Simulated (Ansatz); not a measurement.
System: Hg.

```yaml
crystal:
  lattice:
    - [-5.27271, 3.27150, 0.32530]
    - [-1.89597, -3.05716, 0.01787]
    - [2.17536, -1.28705, 8.28274]
  atoms:
    - { symbol: Hg, position: [0.27795, 0.50029, 0.33609] }
    - { symbol: Hg, position: [0.77795, 0.00029, 0.33609] }
    - { symbol: Hg, position: [0.72175, 0.50000, 0.66391] }
    - { symbol: Hg, position: [0.22175, 0.00000, 0.66391] }
    - { symbol: Hg, position: [0.49985, 0.50015, 0.00000] }
    - { symbol: Hg, position: [0.99985, 0.00015, 0.00000] }
```

Space group C2/m; a structure from a database of computed crystals, not necessarily the ambient phase.

All numbers below come from Ansatz 0.2.0, DFT PBE, scalar-relativistic, plane waves, PAW.

What can the converged valence pseudo-density and electron localisation function tell about the bonding?

Hg–Hg (3.45 Å): the density is about 0.1 e/Å³ at the midpoint; the ELF is about 0.10 at the midpoint: no shared electron pair shows on this line.
Hg–Hg (3.51 Å): ρ is about 0.09 e/Å³ halfway; the ELF is about 0.10 at the midpoint (no localised pair shows between them).

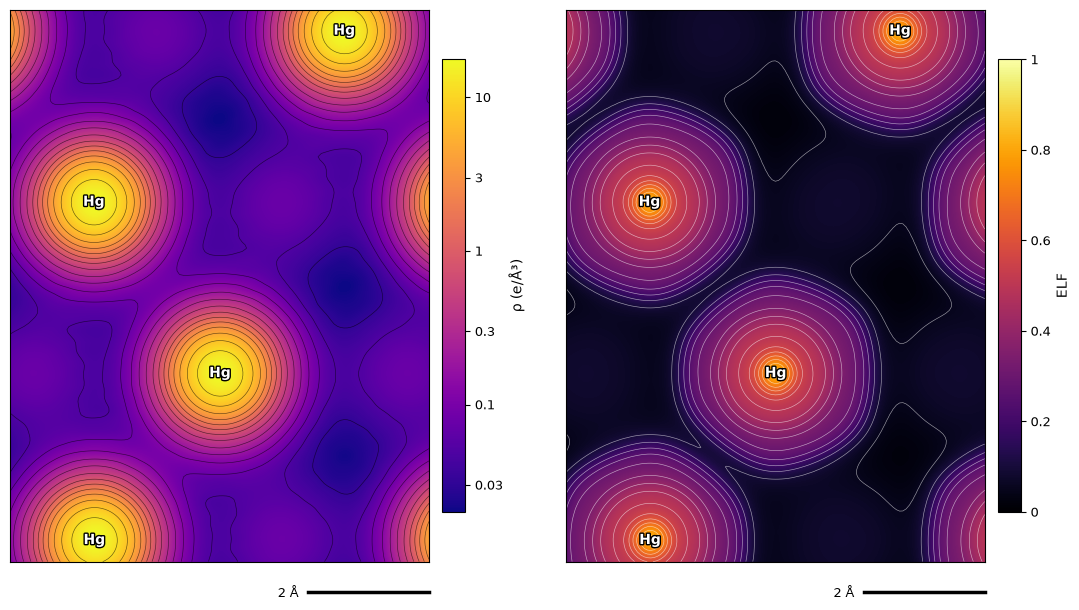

Computed valence pseudo-density and electron localisation function on the (010) plane of the conventional cell, in this order. 

The density is the valence pseudo-density of a PAW calculation; it isn't the true density close to the nuclei.
